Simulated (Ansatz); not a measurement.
# Run report: GaP, geometry relaxation (part 3 of 3)

The same run, continued: GaP (2 atoms in the cell); DFT PBEsol, scalar-relativistic, plane waves, PAW, spin-polarised (Ansatz 0.2.0); cutoff 420 eV, 1×1×15 k-mesh, Gaussian smearing of 0.05 eV, collinear spins. The structure derives from an entry of the Crystallography Open Database. It belongs to a series of runs on one base structure; here: dimerised chain of atoms.

Geometry of the input (Å; fractional positions):
```
9.0000  0.0000  0.0000
0.0000  9.3000  0.0000
0.0000  0.0000  4.2389
Ga 0.5000  0.5000  0.0000
P  0.5000  0.5000  0.4650
```

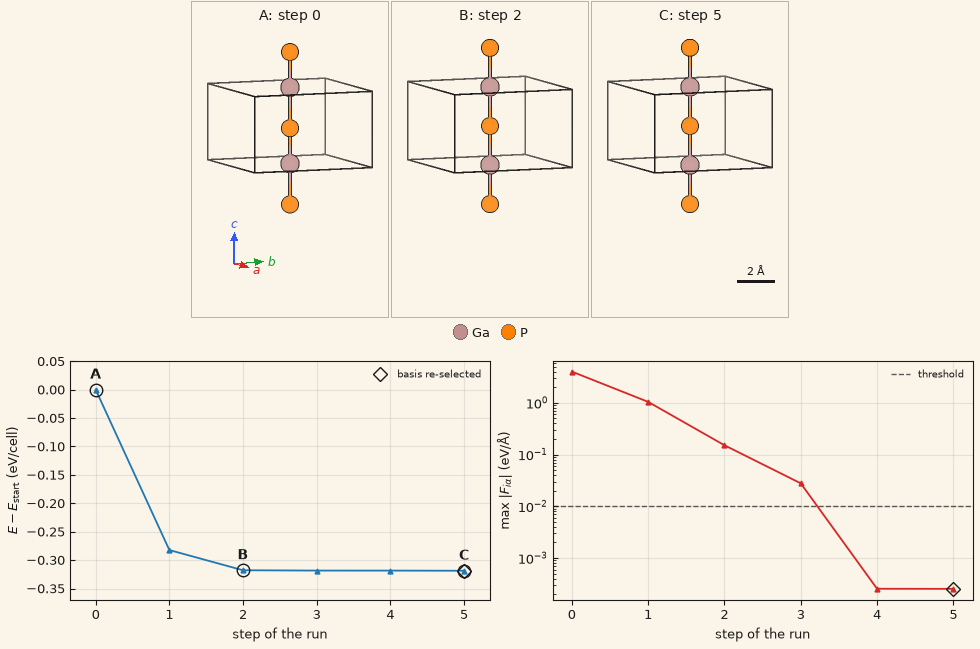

Figure 1. Frames of the relaxation (ball-and-stick view of the cell of the calculation, with the vacuum cut short, with bonded neighbours outside it, seen slightly off an axis) above the curves, on which the letters mark them (the first geometry is step 0 here and step 1 in the log).

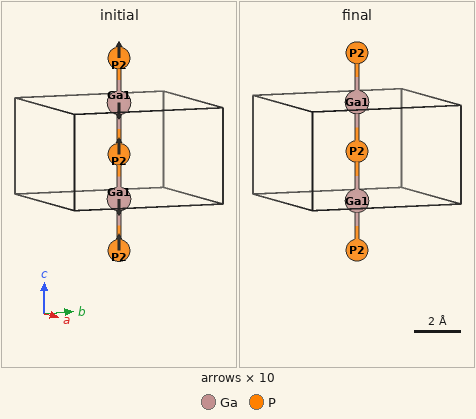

Figure 2. Before (left) and after (right) the relaxation, at one scale (ball-and-stick view of the cell of the calculation, with the vacuum cut short, with bonded neighbours outside it, seen slightly off an axis). The black arrows give the displacements (without the part carried along by the change of the cell), magnified 10 times. The largest moves relative to the cell, 0.076 Å, are those of Ga1 and P2. By element the largest moves are Ga 0.076 Å, P 0.076 Å. Along the periodic axis the drawn cell goes c 4.239 → 4.347 Å (+2.5 %). Distances before and after: Ga1–P2 1.971 → 2.173 Å. The energy falls by 0.318 eV per cell of the calculation in 4 geometry steps. The largest force component goes from 4 to 0.00025 eV/Å. A last SCF at the same geometry on a re-selected plane-wave basis shifts the energy by −0.3 meV per cell of the calculation. (Atoms are counted from 1 in the order of the input.)

```
basis re-selected at this cell: Δ(F+E_penalty+E_count) = -2.731e-4 eV, ΔP = +0.001 GPa vs the last step (what re-selecting the basis moved, of the pressure what is left beyond the Pulay correction that the steps carried, after the strain that the cell walked since its last selection, with what the two solves' SCF thresholds leave and, on support functions, any second-order correction that the steps lacked; it is no measure of the basis error at this ecutwfc). This SCF's stress stands 3.26e-4 GPa from its target on what of the cell is left free (relax.cell.stress_tol is 3.00e-2 GPa) and its largest allowed force component is 2.54e-4 eV/Å (relax.f_tol is 1.00e-2 eV/Å): within both
WARN: The output density's exchange-correlation potential varies sharply where the density is thin. Do not read a vacuum level from v_tot or v_xc, or from such a field of the output density. On a cell that repeats whose density bears no net charge and no dipole along the vacuum's axis use v_es (v_loc + v_h of the components); under efield.dipole_correction with no amplitude use v_es + v_field, which holds any external_charges[].barrier, or the levels of the report's work_function block, which leave it out; under a non-zero efield.amplitude the vacuum is tilted and has no level; on a cell that repeats and bears such a dipole with no correction it is tilted too, and efield.dipole_correction with no amplitude gives each side of its ramp a level where efield: is served; in a cell that repeats whose density bears a net charge (total_charge, or a fill off its count) it is curved and has none; of a slab under crystal.periodic whose density bears no net charge use v_es, which has a level on each side, short of where the two are joined; of another it falls or rises all the way out and has none; of a slab beside external_charges read slab_vacuum_level instead, which it has where they leave it neutral. The grid or the basis barely resolves most such structure, and the values can differ between equally converged runs; as a rule a tighter scf.convergence.dr2_threshold does not remove it. Where the density itself ripples (under the LDA too) a higher basis.ecutwfc lessens it. The files hold the spikes' plane waves up to the density's cutoff. Files: v_tot_of_output_density and the like, and their columns of v_z.tsv (output.write_potential); v_xc_of_output_density and the like, and their columns of v_comp_z.tsv (output.write_potential_components). Measured: with its Gaussian average of σ = 0.25 Å subtracted twice, the exchange-correlation potential is over 0.1 eV at 2636 of the grid points where the equally averaged density (valence and model cores) is under 1e-3 e/Å³, and 1.08 eV at the most among them, at an averaged density of 5.3e-6 e/Å³. The input density's (outcome.potential() and, of a run that writes arrays, v_tot and v_xc) is over 0.1 eV, so measured, at 2636 points of its own thin density, 1.08 eV at the most. See output.write_potential in the manual, Limitations
SCF converged after 13 iterations
Magnetization: 0.4000 μB (9.2000 up, 8.8000 down)
Absolute magnetization: 0.4605 μB (∫|ρ↑−ρ↓|, with the PAW one-centre terms)
Spin contamination: 0.0029 ħ² per cell (⟨S²⟩ above its minimum at these occupations)
Per-site moments (μB) at R_I (Å): [(-0.005212508775801623, 0.8965347326252762), (0.15932599825039537, 0.8965347326252762)]
Free energy (F): -4480.588018 eV
Harris-Foulkes:  -4480.588018 eV  (|F-HF|=3.64e-12)
Internal energy: -4480.584257 eV  (E = F + TS)
E sigma→0 (E₀):  -4480.586138 eV
Entropy (-TS):   -0.003761 eV (-1.881 meV/atom)
Fermi energy:    -4.066708 eV
--- Per-component energies (eV) ---
  E_band       = -254.759304
  E_kinetic    = 182.146935
  E_local      = -4352.345756  (includes V_loc(G=0)·N_el)
  E_nonlocal   = 457.922234
  E_hartree    = 1992.729531
  E_xc         = -126.679246
  E_vxc        = -114.683779  (∫ρ·V_xc dr)
  E_paw        = -2500.331952  (= ΣΔE_a)
  E_vpaw       = -413.257843  (= ΣTr[D̂ρ^β])
  E_aug_tail   = -0.000115  (compensation charges beyond the density's cutoff)
  E_ewald      = -134.934961
  E_core_change = 0.909074  (= ΣΔE_core)
  E_smearing   = -0.003761  (= −TS)
  E_closure    = 0.000000  (closes the sum)
  Σ components = -4480.588018   (vs F -4480.588018, Δ=0.00e0)
--- Forces (eV/Å), atoms counted from 1 ---
  atom   1  Ga    -0.00000000    -0.00000000    -0.00025385
  atom   2  P      0.00000000     0.00000000     0.00025390
  max |Σ_I F_I| component: 5.91e-8 eV/Å
--- Stress (GPa, compression-positive) ---
        0.013860      -0.000000       0.000000
       -0.000000       0.009411      -0.000000
        0.000000      -0.000000       0.000326
  P = ⅓ Tr σ = 0.0079 GPa (0.079 kbar)
--- Band table (eV; the first three rows and the last of 16) ---
  k-point 0 ↑: bands = ["-19.3047", "-18.9144", "-18.9143", "-18.8889", "-18.8889", "-14.0747", "-7.4167", "-5.3849", "-5.3846", "-4.8999", "0.2669", "1.2582", "1.2817", "1.5632"]
  k-point 1 ↑: bands = ["-19.2987", "-18.9148", "-18.9147", "-18.8888", "-18.8888", "-14.0598", "-7.7106", "-5.3526", "-5.3524", "-4.5343", "0.3013", "1.0682", "1.0840", "1.5981"]
  k-point 2 ↑: bands = ["-19.2814", "-18.9158", "-18.9158", "-18.8888", "-18.8888", "-14.0155", "-8.3186", "-5.2570", "-5.2567", "-3.7109", "0.4043", "0.5740", "0.5806", "1.7029"]
  k-point 7 ↓: bands = ["-19.1606", "-18.9168", "-18.9167", "-18.8908", "-18.8908", "-13.2873", "-10.6217", "-3.8654", "-3.8647", "-2.0406", "-2.0392", "1.4206", "2.0216", "3.1013"]
--- Relaxed structure (5 steps of the walk, 5 accepted, 1 SCFs on fresh bases) ---
  F+E_penalty+E_count = -4480.58801815 eV   max|allowed force component| = 2.539e-4 eV/Å   (the final SCF, on the basis selected at the relaxed cell)
  cell:  # Å, volume = 363.8323 Å³
    - [9.0, 1.5396271459327668e-127, 9.099848954246099e-128]
    - [1.5909480507971924e-127, 9.3, 9.647733451064986e-81]
    - [4.2858796367112295e-128, 4.397346048791341e-81, 4.346861315726641]
  atoms:
    - { symbol: Ga, position: [0.5, 0.5, -0.017498490378995993] }
    - { symbol: P, position: [0.5, 0.5, 0.48249849037899606] }
--- Löwdin populations: 2 sites ---
  site symbol       q [e]    m [muB]
     0     Ga     12.7743    -0.0492
     1      P      5.1150     0.4495
  spilling = 0.006150 (of n_electrons = 18.000000)
```

### File populations.tsv
```
# site	symbol	l	j	q_up	q_dn
# orbitals = lowdin
# n_electrons = 18.000000
# spilling = 0.006150
0	Ga	0_4S	-	0.622857	0.630958
0	Ga	1_4P	-	0.748264	0.791493
0	Ga	2_3D	-	4.991420	4.989335
1	P	0_3S	-	0.716752	0.708047
1	P	1_3P	-	2.065503	1.624672
```

### Trajectory as extended XYZ (Å, eV, eV/Å), 6 frames, from step=1 to step=6
```
2
Lattice="9.0000 0.0000 0.0000 0.0000 9.3000 0.0000 0.0000 0.0000 4.2389" Properties=species:S:1:pos:R:3:forces:R:3 step=1 energy=-4480.26928 pressure_GPa=0.58
Ga    4.5000    4.6500    0.0000    0.0000   0.0000  -4.0142
P     4.5000    4.6500    1.9711    0.0000   0.0000   4.0142
2
Lattice="9.0000 0.0000 0.0000 0.0000 9.3000 0.0000 0.0000 0.0000 4.2896" Properties=species:S:1:pos:R:3:forces:R:3 step=2 energy=-4480.55158 pressure_GPa=0.32
Ga    4.5000    4.6500   -0.0521    0.0000   0.0000  -1.0439
P     4.5000    4.6500    2.0468    0.0000   0.0000   1.0439
2
Lattice="9.0000 0.0000 0.0000 0.0000 9.3000 0.0000 0.0000 0.0000 4.3458" Properties=species:S:1:pos:R:3:forces:R:3 step=3 energy=-4480.58715 pressure_GPa=0.01
Ga    4.5000    4.6500   -0.0721    0.0000   0.0000  -0.1514
P     4.5000    4.6500    2.0929    0.0000   0.0000   0.1514
2
Lattice="9.0000 0.0000 0.0000 0.0000 9.3000 0.0000 0.0000 0.0000 4.3473" Properties=species:S:1:pos:R:3:forces:R:3 step=4 energy=-4480.58772 pressure_GPa=0.01
Ga    4.5000    4.6500   -0.0754    0.0000   0.0000  -0.0278
P     4.5000    4.6500    2.0968    0.0000   0.0000   0.0278
2
Lattice="9.0000 0.0000 0.0000 0.0000 9.3000 0.0000 0.0000 0.0000 4.3469" Properties=species:S:1:pos:R:3:forces:R:3 step=5 energy=-4480.58774 pressure_GPa=0.01
Ga    4.5000    4.6500   -0.0761    0.0000   0.0000  -0.0003
P     4.5000    4.6500    2.0974    0.0000   0.0000   0.0003
2
Lattice="9.0000 0.0000 0.0000 0.0000 9.3000 0.0000 0.0000 0.0000 4.3469" Properties=species:S:1:pos:R:3:forces:R:3 step=6 energy=-4480.58802 pressure_GPa=0.01
Ga    4.5000    4.6500   -0.0761    0.0000   0.0000  -0.0003
P     4.5000    4.6500    2.0974    0.0000   0.0000   0.0003
```

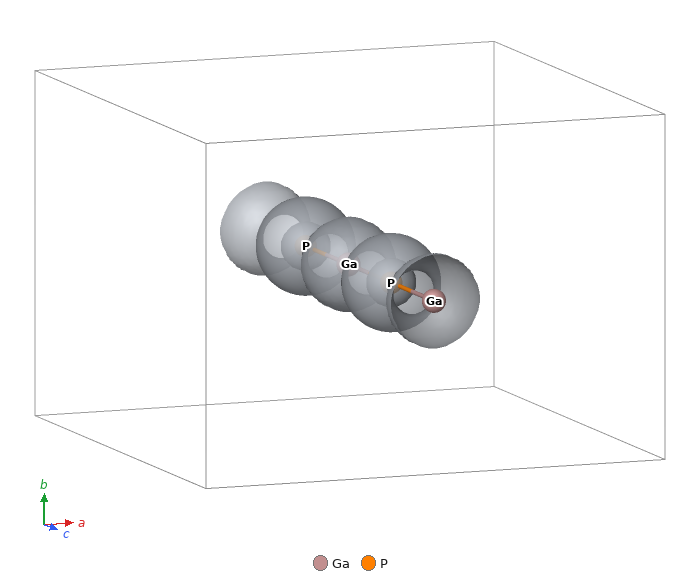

Figure 3. Isosurface of the valence charge density (pseudo) at 0.5 e/Å³ (grey), seen from the side, at a tilt. Sticks mark near contacts. At this value the density is joined into chains; it holds about 70 % of the electrons treated as valence (semicore included). On the grid the lowest density along these lines, outside the cores, is 0.63 e/Å³ (Ga–P, 2.17 Å). The fields are those of the smooth PAW valence density.

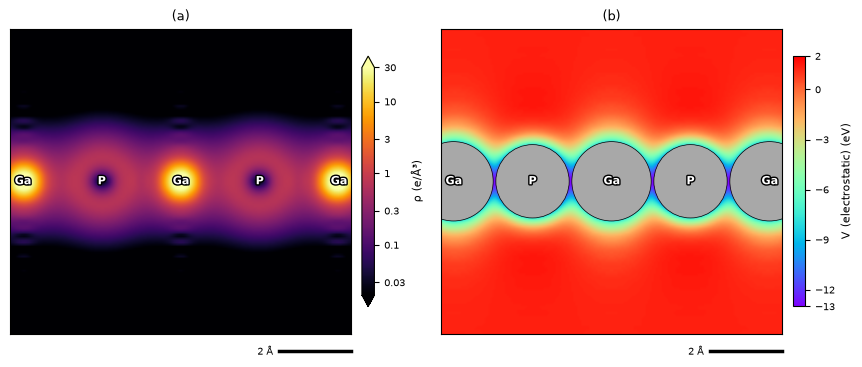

Figure 4. (a) valence electron density; (b) electrostatic potential (local pseudopotential plus Hartree) felt by an electron on the (100) plane of the calculation cell, a cut from vacuum to vacuum. Grey discs, where drawn, cover atomic cores. Ga–P (2.17 Å): ρ is about 0.62 e/Å³ halfway. The density dies away to nearly zero in the vacuum.

### Summary

```json
{"quantity": "outcome", "value": "converged"}
{"quantity": "electrons treated", "value": "18"}
{"quantity": "free energy", "value": "−4480.5880 eV"}
{"quantity": "Fermi energy", "value": "−4.067 eV"}
{"quantity": "gap on the k-point mesh", "value": "none (metallic)"}
{"quantity": "net moment of the cell", "value": "0.40 μB"}
{"quantity": "integrated absolute moment", "value": "0.46 μB"}
{"quantity": "final volume", "value": "363.83 Å³"}
{"quantity": "largest force (length of the vector) at the end", "value": "under 0.001 eV/Å"}
{"quantity": "hardware", "value": "2 threads of AMD EPYC (Zen 5), 32 GiB of memory available, shared host"}
{"quantity": "wall time", "value": "13 s (CPU time 26 s)"}
{"quantity": "peak memory", "value": "0.61 GiB"}
```

The program warns: the exchange-correlation potential is rough where the density is thin.
